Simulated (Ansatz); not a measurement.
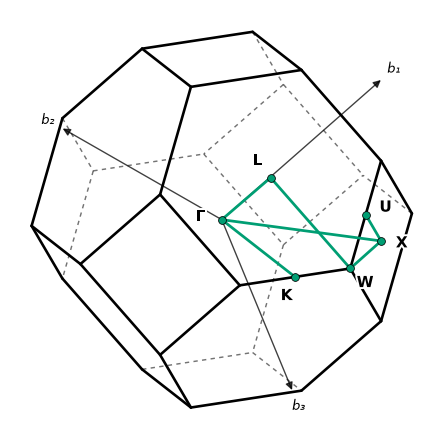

For Ge, the end point of a relaxation with DFT PBE, scalar-relativistic, plane waves, PAW in Ansatz: the figure shows the first Brillouin zone with its special points and a band path. Symmetry computed with spglib at a tolerance of 0.002 Å; standard conventional cell.

Labels and path follow the convention of Hinuma et al. (2017), as computed by seekpath; the arrows show the directions of the reciprocal primitive vectors b₁, b₂, b₃.

> What lattice type do the shape and the labels point to?

A face-centred cubic lattice (cF; extended symbol cF2). The zone is a truncated octahedron in its combinatorial type: 14 faces (6 with 4 edges, 8 with 6 edges), 36 edges, 24 vertices.

> Write the standard path through the labelled points.

Γ–X–U | K–Γ–L–W–X
